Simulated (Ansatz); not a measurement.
```yaml
crystal:
  lattice:
    - [4.33646, 0.00000, 0.00000]
    - [-2.16823, 3.75549, 0.00000]
    - [0.00000, 0.00000, 4.11887]
  atoms:
    - { symbol: Fe, position: [0.33333, 0.66667, 0.50000] }
    - { symbol: Fe, position: [0.66667, 0.33333, 0.50000] }
    - { symbol: Co, position: [0.00000, 0.67003, 0.00000] }
    - { symbol: Co, position: [0.67003, 0.00000, 0.00000] }
    - { symbol: Co, position: [0.32997, 0.32997, 0.00000] }
    - { symbol: Co, position: [0.00000, 0.00000, 0.50000] }
```

Space group P-62m; a structure generated by program, which may or may not match a known phase; spin-polarised.

Method: Ansatz, DFT PBE, scalar-relativistic, plane waves, PAW.

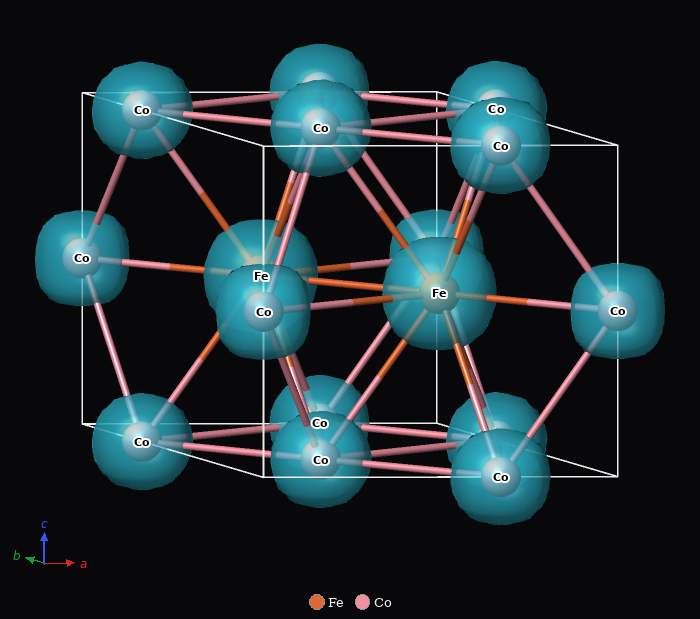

FeCo$_{2}$. Isosurfaces of the spin density at +0.4 (yellow) and −0.4 e/Å³ (cyan), seen at an oblique angle. Sticks mark near contacts.

The density is the valence pseudo-density of a PAW calculation; it isn't the true density close to the nuclei.

### Which atoms carry the moments, and with what signs?

The spin density sits on Fe: −2.5 μB (×2); Co: −1.7 μB (×4) in one cell of 6 atoms: parallel moments (a ferromagnetic arrangement) in this solution. The cell of the calculation (6 atoms) carries 11.3 μB of net spin moment. Only one sign reaches the isovalue.
